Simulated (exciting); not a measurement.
**A series of single points on GaAs**

System: GaAs (F-43m, 2 atoms in the cell).
Method: Kohn-Sham DFT of a periodic cell, PBE, all-electron LAPW+lo, shipped species files, no spin polarisation (exciting sodium).

The 7 runs differ only in the geometry, by an even scaling of the cell at fixed fractional positions. The structure derives from an entry of the Crystallography Open Database.

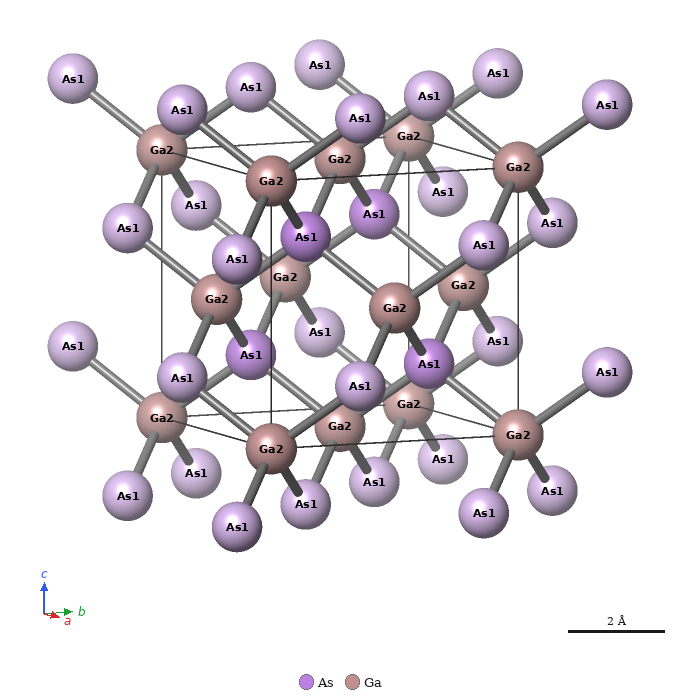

Figure 1. The structure of run 4 (ball-and-stick view of the cell 4 times as large as that of the calculation, set on its symmetry axes, seen slightly off an axis; neighbours outside the cell are drawn fainter; atoms are numbered from 1 in the order of the input).

### Input of run 4
```
<input>
  <title>GaAs</title>
  <structure speciespath="./" tshift="false">
    <crystal scale="1">
      <basevect>0.000000000000 5.341972295398 5.341972295398</basevect>
      <basevect>5.341972295398 0.000000000000 5.341972295398</basevect>
      <basevect>5.341972295398 5.341972295398 0.000000000000</basevect>
    </crystal>
    <species speciesfile="As.xml" rmt="2">
      <atom coord="0.750000000000 0.750000000000 0.750000000000"/>
    </species>
    <species speciesfile="Ga.xml" rmt="2">
      <atom coord="0.000000000000 0.000000000000 0.000000000000"/>
    </species>
  </structure>
  <groundstate do="fromscratch" ngridk="8 8 8" rgkmax="9" gmaxvr="14" lmaxapw="10" lmaxmat="10" lmaxvr="8" xctype="GGA_PBE" stype="Fermi Dirac" swidth="0.00183747" nempty="10" ValenceRelativity="iora*" epsengy="1e-05" epspot="1e-05" maxscl="60" tforce="true" outputlevel="normal"/>
</input>
```

Command:
```bash
OMP_NUM_THREADS=1 exciting_smp
```

Lattice vectors (Å) and fractional positions of run 4:
```
   0.000000    2.826850    2.826850
   2.826850    0.000000    2.826850
   2.826850    2.826850    0.000000
As  0.750000  0.750000  0.750000
Ga  0.000000  0.000000  0.000000
```

Run 2 has the same physical settings and fractional positions; its lattice vectors (Å) are:
```
   0.000000    2.788645    2.788645
   2.788645    0.000000    2.788645
   2.788645    2.788645    0.000000
```

### Results, with one run withheld

```csv
run,volume per atom (Å³),"free energy per atom, from the lowest run given (meV)",gap on the mesh (eV)
1,21.234,59.43,0.99
2,21.686,?,?
3,22.138,21.78,0.66
4,22.590,10.26,0.51
5,23.041,2.99,0.36
6,23.493,0.17,0.22
7,23.945,0.00,0.00
```

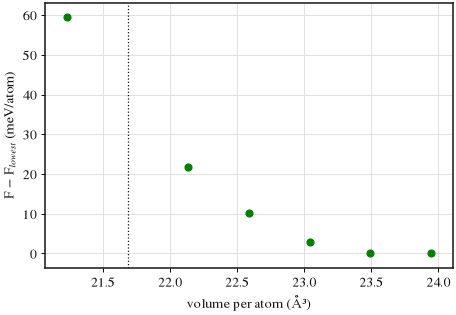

Figure 2. Free energy per atom of the runs given; the dotted line marks run 2.

Fit the runs given and predict run 2.

A cubic polynomial in V^(−2/3) (the Birch–Murnaghan form), fitted to the 6 runs given, misses them by at most 0.25 meV per atom. With x = V^(−2/3) − 0.12469 Å⁻², it reads F = 7.974 + 4858.7 x + 7.113e+05 x² + 2.1417e+06 x³ (meV per atom). At run 2 it gives 37.89 meV per atom, and the run itself gives 37.93. The fit has its minimum at 23.694 Å³ per atom, where V d²F/dV² gives 60.9 GPa: the bulk modulus at this level, since symmetry fixes the shape and the positions. The gap on the mesh goes, without turning, from 0.99 eV in run 1 to 0.00 eV in run 7; run 2 has 0.82 eV. These are gaps of this functional on this mesh, which can miss the band edges; they aren't the measured gap.

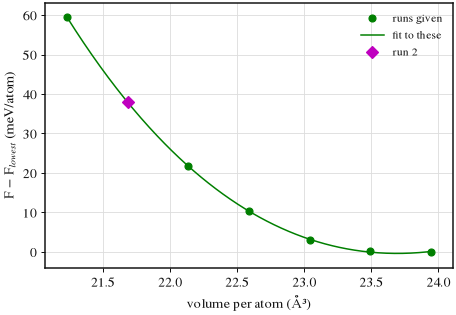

Figure 3. The fit and the withheld run.

### Some lines of the output (run 2)
```
[...]
 Fermi energy                               :         0.21768472
 DOS at Fermi energy (states/Ha/cell)       :         0.00201672
 Absolute change in total energy   (target) :  0.135327E-02  ( 0.100000E-04)
 Total energy                               :     -4205.24362920
 Fermi energy                               :         0.21768462
 DOS at Fermi energy (states/Ha/cell)       :         0.00201658
 Absolute change in total energy   (target) :  0.291667E-03  ( 0.100000E-04)
 Total energy                               :     -4205.24365150
 Absolute change in total energy   (target) :  0.222942E-04  ( 0.100000E-04)
 Total energy                               :     -4205.24364902
 Absolute change in total energy   (target) :  0.247687E-05  ( 0.100000E-04)
 Total energy                               :     -4205.24364997
 Absolute change in total energy   (target) :  0.948544E-06  ( 0.100000E-04)
 Total energy                               :     -4205.24364926
```
